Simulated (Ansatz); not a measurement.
AlN

```xyz
24
Lattice="-4.3680 2.1840 2.1840 0.0000 -2.1840 2.1840 9.4641 8.3719 8.3719" Properties=species:S:1:pos:R:3 pbc="T T T"
Al   -3.0943    1.2737    3.4577
Al   -0.9103    1.2737    1.2737
Al    5.6417    7.8257   10.0097
Al    7.8257    7.8257    7.8257
Al   -0.9103    3.4577    3.4577
Al    1.2737    1.2737    3.4577
Al    1.2737    5.6417    7.8257
Al    3.4577    5.6417    5.6417
Al    1.2737    3.4577    5.6417
Al    3.4577    3.4577    3.4577
Al    3.4577    7.8257    7.8257
Al    5.6417    5.6417    7.8257
N     0.1817    4.5497    6.7337
N     2.3657    4.5497    4.5497
N     0.1817    2.3657    4.5497
N     2.3657    2.3657    2.3657
N     2.3657    6.7337    6.7337
N     4.5496    4.5497    6.7337
N     4.5497    8.9177   11.1017
N     6.7337    8.9177    8.9177
N     4.5497    6.7337    8.9177
N     6.7337    6.7337    6.7337
N    -2.0023    2.3657    2.3657
N     0.1817    0.1817    2.3657
```

Space group Cm; a structure from a database of computed crystals, not necessarily the ambient phase; not relaxed (largest force 1.8 eV/Å).

All numbers below come from DFT r2SCAN, scalar-relativistic, plane waves, PAW in Ansatz.

Core electrons are frozen (PAW), and the valence fields are smoothed inside the atomic spheres.

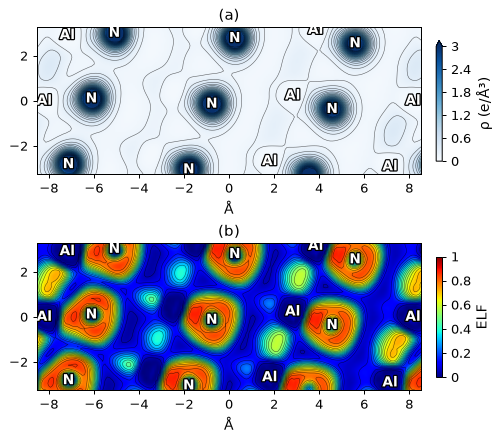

Figure 1. (a) valence pseudo-density; (b) electron localisation function on the (111) plane of the conventional cell.

Describe what can be read from this map.

Answer. The plane passes through Al and N nuclei. Atoms just off the plane (Al, 0.3 Å away) can leave unmarked features too. Al–N (1.89 Å): ρ at the midpoint is about 0.69 e/Å³; the ELF peaks at about 0.90 between the atoms; a polar covalent bond. Al–N (2.09 Å): ρ at the midpoint is about 0.49 e/Å³; the ELF peaks at about 0.85 in the valence shell of N, 0.8 Å from its nucleus, and is about 0.85 at the midpoint. Between the atoms the lowest density in this plane is 0.06 e/Å³.

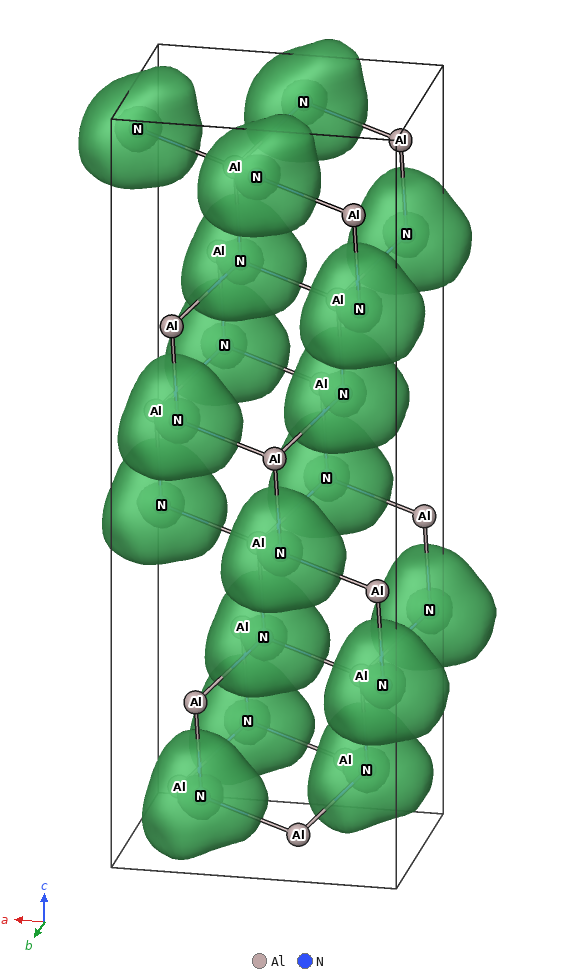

Figure 2. Isosurface of the electron localisation function at 0.65 (green), seen at an oblique angle. Only the valence region is drawn (cores and ρ < 0.01 e/Å³ removed). Sticks mark near contacts.

Identify the bonds, lone pairs and shells in this picture.

Answer. The ELF exceeds this value in twelve regions on N in which the atom's valence shell and bonds are merged, counted in one cell of 24 atoms. Any copies at cell faces, edges or corners count once.

Metal or insulator at this level of theory?

Answer. It is gapped, with a Kohn–Sham gap of 3.4 eV on the k-point mesh (the band edges may lie off the mesh, which would make the gap smaller).
